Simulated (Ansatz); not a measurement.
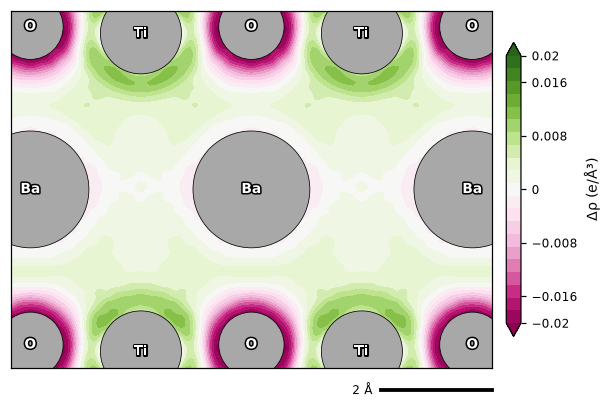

BaTiO₃. Difference of the valence pseudo-densities of two functionals at the same geometry, on the (011) plane of the calculation cell: one of PBE and r2SCAN less the other.

Both computed with Ansatz (plane waves, PAW), on the same k-point mesh. Grey discs cover the atomic cores.

```
Ba Ti O
1.0
     3.97204    0.00000    0.00000
     0.00000    3.97204    0.00000
     0.00000    0.00000    4.11300
Ba Ti O
1 1 3
Direct
  0.50000 0.50000 0.58504
  0.00000 0.00000 0.10316
  0.00000 0.50000 0.06291
  0.50000 0.00000 0.06291
  0.00000 0.00000 0.54597
```

### Which was subtracted from which, and what does the map show?

It is PBE less r2SCAN. Against r2SCAN, PBE gives more density around Ti (+0.004 e/Å³ on average at 1.1 Å from the nucleus) and less density around O (−0.015 e/Å³ on average at 0.7 Å from the nucleus).
